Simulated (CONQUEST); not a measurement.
## Energy of InAs along an even scaling of the cell

System: InAs (F-43m, 4 atoms in the cell).
Method: Kohn-Sham DFT of a periodic cell, LDA, PseudoDojo NC LDA, no spin polarisation (CONQUEST 1.3).

The 7 runs differ only in the geometry, by an even scaling of the cell at fixed fractional positions. The structure derives from an entry of the Crystallography Open Database.

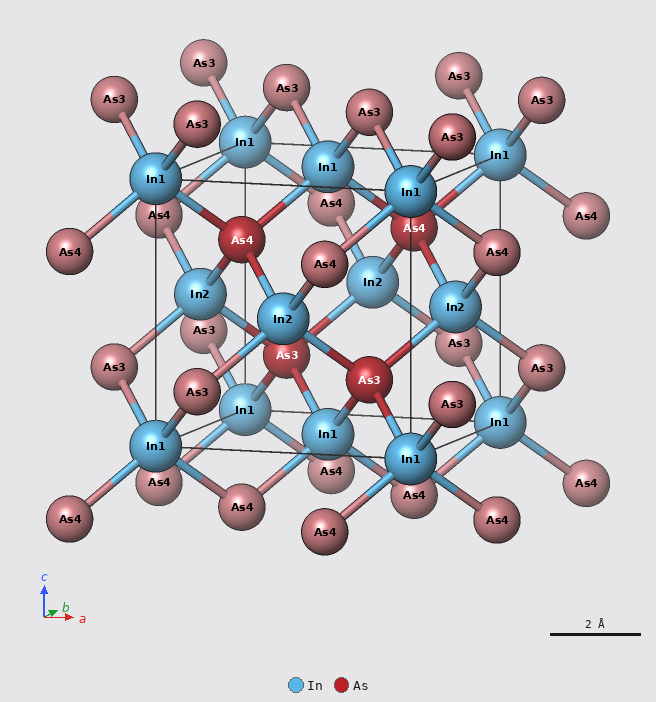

Figure 1. The structure of run 4 (ball-and-stick view of the cell 2 times as large as that of the calculation, set on its symmetry axes, seen slightly off an axis; neighbours outside the cell are drawn fainter; atoms are numbered from 1 in the order of the input).

## Input of run 4
```
IO.Title InAs
IO.Coordinates coords.dat
IO.FractionalAtomicCoords T
IO.Iprint 2
IO.Iprint_init 1
General.NumberOfSpecies 2
General.PseudopotentialType hamann
AtomMove.TypeOfRun static
AtomMove.FullStress T
Grid.PointsAlongX 40
Grid.PointsAlongY 40
Grid.PointsAlongZ 60
DM.SolutionMethod diagon
Diag.MPMesh T
Diag.GammaCentred T
Diag.MPMeshX 6
Diag.MPMeshY 6
Diag.MPMeshZ 5
Diag.kT 0.00183747
minE.SCTolerance 1e-6
SC.MaxIters 100
IO.AtomChargeOutput T
%block ChemicalSpeciesLabel
1 114.820 In
2 74.920 As
%endblock
```

Command:
```bash
Conquest
```

Lattice vectors (Å) and fractional positions of run 4:
```
   4.268097    0.000000    0.000000
   0.000000    4.268097    0.000000
   0.000000    0.000000    6.036000
In  0.000000  0.000000  0.000000
In  0.500000  0.500000  0.500000
As  0.000000  0.500000  0.250000
As  0.500000  0.000000  0.750000
```

Run 2 has the same physical settings and fractional positions; its lattice vectors (Å) are:
```
   4.210412    0.000000    0.000000
   0.000000    4.210412    0.000000
   0.000000    0.000000    5.954422
```

## Results, with one run withheld

```tsv
run	volume per atom (Å³)	free energy per atom, from the lowest run given (meV)	pressure (GPa)
1	25.840	22.72	4.59
2	26.389	?	?
3	26.939	2.66	1.46
4	27.489	0.00	0.09
5	28.039	1.55	−0.99
6	28.588	6.83	−2.09
7	29.138	15.58	−3.01
```

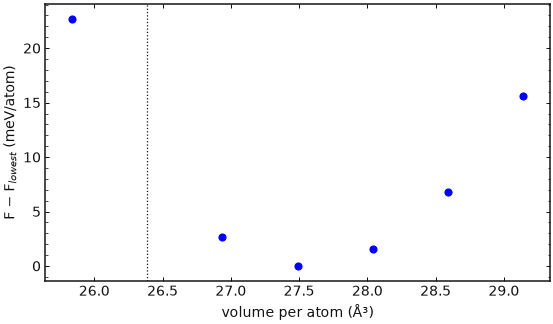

Figure 2. Free energy per atom of the runs given; the dotted line marks run 2.

What should run 2 give?

A cubic polynomial in V^(−2/3) (the Birch–Murnaghan form), fitted to the 6 runs given, misses them by at most 0.02 meV per atom. With x = V^(−2/3) − 0.10940 Å⁻², it reads F = 0.0081225 − 427.62 x + 9.7786e+05 x² + 2.2968e+06 x³ (meV per atom). At run 2 it gives 10.07 meV per atom, and the run itself gives 10.04. The slope of the fit gives a pressure −dF/dV of 2.90 GPa there, and the run prints 2.86 GPa. The fit has its minimum at 27.553 Å³ per atom, where V d²F/dV² gives 60.8 GPa: the bulk modulus at this level, since symmetry fixes the shape and the positions.

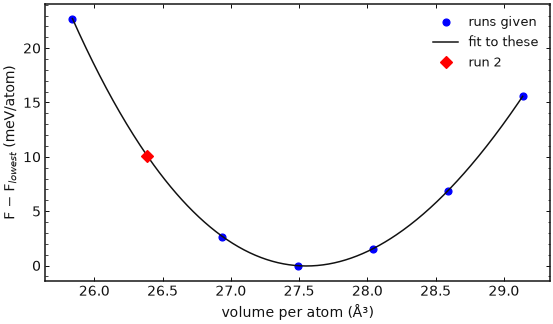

Figure 3. The fit and the withheld run.

## Some lines of the output (run 2)
```
[...]
          DFT Total Energy                 :      -344.409694948626907 Ha
          Free Energy (E-TS)               :      -344.434548609607248 Ha
          DFT Total Energy                 :      -344.432740995484380 Ha
          Free Energy (E-TS)               :      -344.433418500082098 Ha
          DFT Total Energy                 :      -344.433184034092960 Ha
          Free Energy (E-TS)               :      -344.433268092071557 Ha
          DFT Total Energy                 :      -344.433213919287198 Ha
          Free Energy (E-TS)               :      -344.433266172743004 Ha
          DFT Total Energy                 :      -344.433214845397856 Ha
          Free Energy (E-TS)               :      -344.433266028544381 Ha
          DFT Total Energy                 :      -344.433214793491913 Ha
      | Free Energy as E-TS      =      -344.433266028544381 Ha
      |* DFT total energy        =      -344.433214793491913 Ha
    force: Average pressure:      2.86287585 GPa
```

Notes: With a small basis of atomic orbitals these values can differ much from converged plane-wave results.
